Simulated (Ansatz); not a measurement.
**Single-point calculation, with input and output: AgBr₃**

The run: single-point calculation of AgBr₃ (Pm-3n, 8 atoms in the cell). Method and program: DFT PBE, scalar-relativistic, plane waves, PAW, no spin polarisation (Ansatz 0.2.0).

The structure was made by swapping elements on the sites of another compound; it need not be a known phase. It belongs to a series of runs on one base structure; here: A15 type (Pm-3n, No. 223); cell x1.

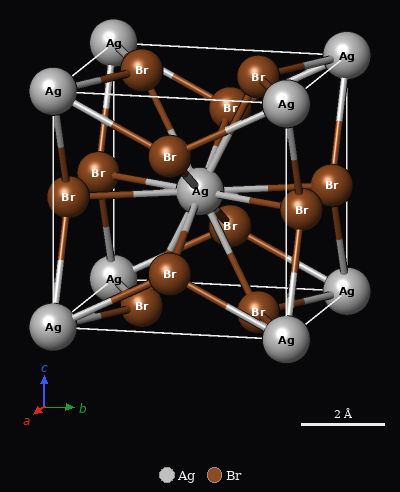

The input geometry (ball-and-stick view of the cell of the calculation, seen slightly off an axis).

### Key numbers

| quantity | value |
| --- | --- |
| outcome | converged |
| space group (tolerance 0.01 Å) | Pm-3n (223) |
| electrons treated | 80 |
| free energy | −31878.6834 eV |
| Fermi energy | 5.830 eV |
| gap on the k-point mesh | none (metallic) |
| pressure | 0.04 GPa |
| largest force (length of the vector) | under 0.001 eV/Å |
| hardware | 1 thread of Arm Neoverse V1, 24 GiB of memory available, shared host |
| wall time | 6.7 s |
| peak memory | 0.41 GiB |

### Input
```yaml
crystal:
  lattice:
    - [5.871716455, 0.0, 0.0]
    - [0.0, 5.871716455, 0.0]
    - [0.0, 0.0, 5.871716455]
  atoms:
    - { symbol: Ag, position: [0.0, 0.0, 0.0] }
    - { symbol: Ag, position: [0.5, 0.5, 0.5] }
    - { symbol: Br, position: [0.0, 0.5, 0.25] }
    - { symbol: Br, position: [0.0, 0.5, 0.75] }
    - { symbol: Br, position: [0.25, 0.0, 0.5] }
    - { symbol: Br, position: [0.75, 0.0, 0.5] }
    - { symbol: Br, position: [0.5, 0.75, 0.0] }
    - { symbol: Br, position: [0.5, 0.25, 0.0] }
basis:
  ecutwfc: 420
kpoints:
  mp_grid: { grid: [4, 4, 4] }
hamiltonian:
  xc: pbe
scf:
  occupations: { method: gaussian, width: 0.1 }
output:
  forces: true
  stress: true
  eigenvalues: true
```

Launch command:
```bash
ansatz run input.yaml --threads 1 --pin off --max-ram 2560MiB --backend cpu --events-out ev --progress --plain --runs-dir out
```

### Log
```
Engine: ansatz 0.2.0, aarch64-unknown-linux-gnu
Pseudopotentials: kind: paw
Pseudopotential: Ag, paw, valence charge 19, recommended cutoff 420 eV (normal), Ag.paw.azcp
Pseudopotential: Br, paw, valence charge 7, recommended cutoff 420 eV (normal), Br.paw.azcp
Functional definition: PBE
  parameter kappa = 0.804
  parameter beta = 0.06672455060314922
  exchange = pbe_x(kappa = kappa, mu = beta*pi^2/3)
  correlation = pbe_c(beta = beta)
Crystal: 8 atoms, lattice volume = 202.439 Å³
Basis set: ecut = 420 eV, 3911 PW (Γ), exchange–correlation on 80×80×80 points (8 copies of the dense FFT grid, shifted against one another)
Bands: 48, of which v1, the nominal top of the filled ones, is band 40 counted from 1 (39 counted from 0)
Symmetry: 48 space group operations
Space group: Pm-3n (ITA 223), of the structure as read, at distance tolerance 5.9e-5 Å
k-points: 10 of 64
Non-local potential: Ag, projectors of the file, l = 0: 3, l = 1: 2, l = 2: 2, l = 3: 1
Non-local potential: Br, projectors of the file, l = 0: 2, l = 1: 2, l = 2: 2
PAW form: soft (Blöchl's): semilocal exchange-correlation on the pseudo side does not see the compensation charge
PAW one-centre angular grid: Ag, 590 points (default); XC on 64 Gauss nodes
PAW one-centre angular grid: Br, 110 points (default); XC on 64 Gauss nodes
Initial density: superposition of atomic densities (neutral atoms: chi_scale 0, normalization atom), corrected by the library's trained network
Initial wavefunctions: pseudopotential atomic-orbital guess
Functional: x = pbe(κ = 0.804, μ = 0.2195149727645171), c = pbe(β = 0.06672455060314922)
SCF iter   1: F=—  HF=-31878.713122 eV  |F-HF|=—  |Δ(HF+E_count)|=         —  Δρ=7.51e-3  dr2=1.04e-1  ethr=1.77e-3  ⟨swp⟩=10.1  Hψ=2185  notcnv=0  defer=4
preconditioner: auto → Kerker (q_TF=auto, 2.337 Å⁻¹)  [metal: Δε(μ)=0.012 eV  Ē_g=8.809 eV  σ=0.100 eV  W_gap=0.07  n_scr=32 (ndim 8)  ℏωp=20.9 eV  f_vac=0.000  D(μ)=6.30/eV (n_scr^D=32)]
SCF iter   2: F=—  HF=-31878.695764 eV  |F-HF|=—  |Δ(HF+E_count)|=   1.74e-2  Δρ=3.81e-3  dr2=3.08e-2  ethr=1.30e-4  ⟨swp⟩=2.5  Hψ=847  notcnv=0  defer=4
SCF iter   3: F=—  HF=-31878.684357 eV  |F-HF|=—  |Δ(HF+E_count)|=   1.14e-2  Δρ=8.82e-4  dr2=2.85e-3  ethr=3.84e-5  ⟨swp⟩=2.8  Hψ=782  notcnv=0  defer=4
SCF iter   4: F=—  HF=-31878.683424 eV  |F-HF|=—  |Δ(HF+E_count)|=   9.33e-4  Δρ=3.46e-4  dr2=3.01e-4  ethr=3.56e-6  ⟨swp⟩=2.6  Hψ=897  notcnv=0  defer=4
SCF iter   5: F=—  HF=-31878.683414 eV  |F-HF|=—  |Δ(HF+E_count)|=   1.07e-5  Δρ=8.39e-5  dr2=1.43e-5  ethr=3.76e-7  ⟨swp⟩=2.5  Hψ=836  notcnv=0  defer=4
SCF iter   6: F=—  HF=-31878.683360 eV  |F-HF|=—  |Δ(HF+E_count)|=   5.40e-5  Δρ=2.44e-5  dr2=1.94e-6  ethr=1.79e-8  ⟨swp⟩=2.3  Hψ=767  notcnv=0  defer=4
SCF iter   7: F=-31878.683360 eV  HF=-31878.683360 eV  |F-HF|=4.24e-8  |Δ(HF+E_count)|=   8.82e-7  Δρ=5.82e-6  dr2=8.72e-8  ethr=1.25e-10  ⟨swp⟩=10.3  Hψ=2469  notcnv=0
SCF 1 converged in 7 iterations: F = -31878.683360 eV  dr2 = 8.72e-8
  greatest PAW one-centre occupation: 1.000 electrons in one spin orbital (limit 2), on the Ag atom at site 1 (counted from 0), in its partial waves of l = 0
```

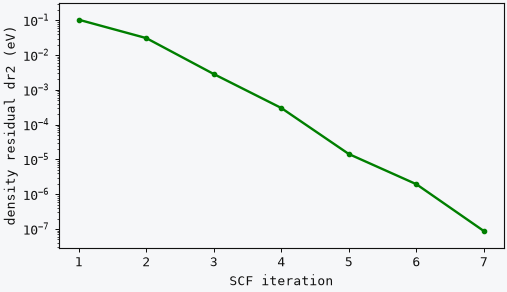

Convergence of the self-consistent field: density residual dr2 against the SCF iteration. The residual falls at every step.

```
SCF converged after 7 iterations
Free energy (F): -31878.683360 eV
Harris-Foulkes:  -31878.683360 eV  (|F-HF|=4.24e-8)
Internal energy: -31878.651728 eV  (E = F + TS)
E sigma→0 (E₀):  -31878.667544 eV
Entropy (-TS):   -0.031632 eV (-3.954 meV/atom)
Fermi energy:    5.829740 eV
--- Per-component energies (eV) ---
  E_band       = -821.406007
  E_kinetic    = 1845.994026
  E_local      = -8020.298844  (includes V_loc(G=0)·N_el)
  E_nonlocal   = 590.544333
  E_hartree    = 3371.111395
  E_xc         = -1942.791311
  E_vxc        = -1073.343857  (∫ρ·V_xc dr)
  E_paw        = -21293.554437  (= ΣΔE_a)
  E_vpaw       = -906.522990  (= ΣTr[D̂ρ^β])
  E_aug_tail   = 0.000619  (compensation charges beyond the density's cutoff)
  E_ewald      = -6429.657510
  E_smearing   = -0.031632  (= −TS)
  E_closure    = 0.000000  (closes the sum)
  Σ components = -31878.683360   (vs F -31878.683360, Δ=0.00e0)
--- Forces (eV/Å), atoms counted from 1 ---
  atom   1  Ag     0.00000000     0.00000000    -0.00000000
  atom   2  Ag     0.00000000    -0.00000000     0.00000000
  atom   3  Br    -0.00000000     0.00000000     0.00000000
  atom   4  Br    -0.00000000    -0.00000000    -0.00000000
  atom   5  Br    -0.00000000    -0.00000000     0.00000000
  atom   6  Br    -0.00000000     0.00000000     0.00000000
  atom   7  Br     0.00000000    -0.00000000     0.00000000
  atom   8  Br    -0.00000000    -0.00000000     0.00000000
  max |Σ_I F_I| component: 3.64e-17 eV/Å
--- Stress (GPa, compression-positive) ---
        0.038382       0.000000       0.000000
        0.000000       0.038382       0.000000
        0.000000       0.000000       0.038382
  P = ⅓ Tr σ = 0.0384 GPa (0.384 kbar)
--- Band table (eV; the first three rows and the last of 10) ---
  k-point 0: bands = ["-84.0502", "-84.0502", "-47.5845", "-47.5845", "-47.5845", "-47.5845", "-47.5845", "-47.5845", "-9.4347", "-8.6511", "-8.6511", "-7.5921", "-7.5921", "-7.5921", "0.8609", "0.8609", "1.3823", "2.1125", "2.1125", "2.1125", "2.8053", "2.8053", "2.8053", "3.2753", "3.2753", "3.2753", "3.5311", "3.5311", "3.7767", "3.7767", "4.4345", "4.4345", "4.4345", "4.9459", "4.9459", "4.9459", "5.4119", "5.4119", "5.4119", "7.0492", "7.0492", "7.0492", "7.3376", "8.1211", "12.1723", "12.1723", "12.1723", "12.7306"]
  k-point 1: bands = ["-84.0502", "-84.0502", "-47.5845", "-47.5845", "-47.5845", "-47.5845", "-47.5845", "-47.5845", "-9.3177", "-8.7607", "-8.5366", "-7.8022", "-7.5918", "-7.5918", "0.9063", "0.9448", "1.7689", "1.9771", "1.9771", "2.4638", "2.8806", "3.0923", "3.0923", "3.1561", "3.2154", "3.3642", "3.3642", "3.5934", "3.6336", "3.8345", "4.1102", "4.1102", "4.3673", "4.9859", "5.1336", "5.1336", "5.1956", "5.1956", "5.3077", "5.8344", "7.0603", "7.0603", "8.0858", "8.1586", "11.7980", "12.6478", "12.6478", "12.9704"]
  k-point 2: bands = ["-84.0502", "-84.0502", "-47.5845", "-47.5845", "-47.5845", "-47.5845", "-47.5845", "-47.5845", "-9.0352", "-9.0352", "-8.2155", "-8.2155", "-7.5916", "-7.5916", "0.9316", "0.9316", "1.8843", "1.8843", "2.6885", "2.6885", "3.0557", "3.0557", "3.2388", "3.2388", "3.3920", "3.3920", "3.5872", "3.5872", "3.7349", "3.7349", "3.8311", "3.8311", "4.2915", "4.2915", "4.8152", "4.8152", "5.1153", "5.1153", "5.3646", "5.3646", "7.0618", "7.0618", "8.4090", "8.4090", "12.2144", "12.2144", "13.2913", "13.2913"]
  k-point 9: bands = ["-84.0502", "-84.0502", "-47.5845", "-47.5845", "-47.5845", "-47.5845", "-47.5845", "-47.5845", "-8.3414", "-8.3414", "-8.3414", "-8.3414", "-8.3414", "-8.3414", "1.6515", "1.6515", "3.0534", "3.0534", "3.0534", "3.0534", "3.1327", "3.1327", "3.1327", "3.1327", "3.1327", "3.1327", "3.3419", "3.3419", "3.3419", "3.3419", "3.3419", "3.3419", "4.6843", "4.6843", "4.6843", "4.6843", "4.6843", "4.6843", "5.3445", "5.3445", "5.3445", "5.3445", "9.9086", "9.9086", "12.6064", "12.6064", "12.6064", "12.6064"]
```

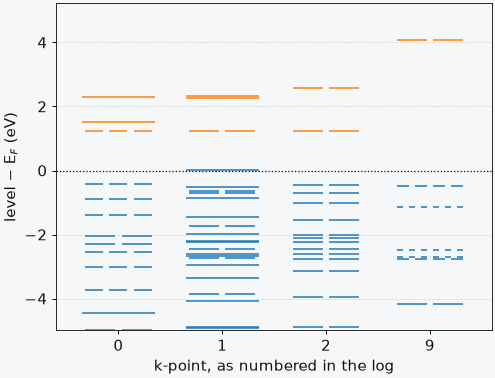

Kohn–Sham levels near the Fermi level (dotted) at the few k-points that the log prints; levels within 0.02 eV of each other stand side by side. The system is metallic on the full mesh.
